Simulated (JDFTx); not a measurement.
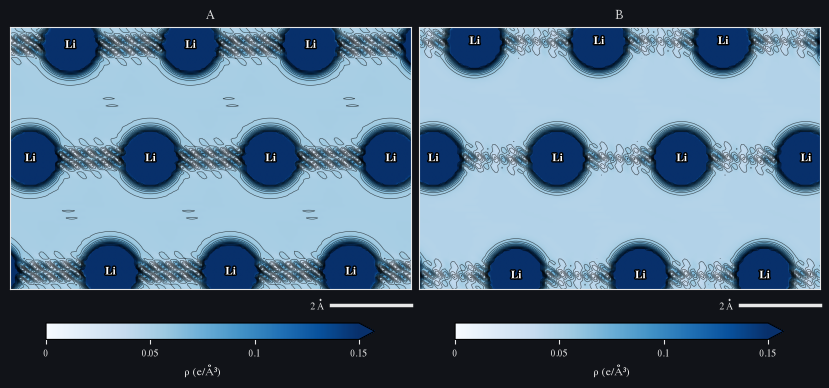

Li. The valence electron density of two cells that differ in size, on the (011̄) plane of each (indices in the axes of the calculation cell), at one length scale and on one colour scale; one has 20.7 and the other 22.9 Å³ an atom.

Method: JDFTx 1.7.0 (patched build), Kohn-Sham DFT of a periodic cell, LDA, PseudoDojo-SR-LDA-0.4.1-standard.

The larger cell:

```cif
data_structure
_symmetry_space_group_name_H-M 'P 1'
_symmetry_Int_Tables_number 1
_cell_length_a 3.0987
_cell_length_b 3.0987
_cell_length_c 3.0987
_cell_angle_alpha 109.471
_cell_angle_beta 109.471
_cell_angle_gamma 109.471
_cell_volume 22.91
loop_
_atom_site_label
_atom_site_type_symbol
_atom_site_fract_x
_atom_site_fract_y
_atom_site_fract_z
_atom_site_occupancy
Li1 Li 0.00000 0.00000 0.00000 1
```

The smaller cell: a = 2.998 Å, b = 2.998 Å, c = 2.998 Å, α = 109.47°, β = 109.47°, γ = 109.47°.

Question: Which panel shows the smaller cell, and what does the compression change?

Answer: Panel A is the smaller cell, by 9 % in volume. From the larger cell to the smaller, Li–Li goes from 3.10 to 3.00 Å, and the density at its midpoint from 0.02 to 0.06 e/Å³; the pressure goes from −2.1 to −1.2 GPa.
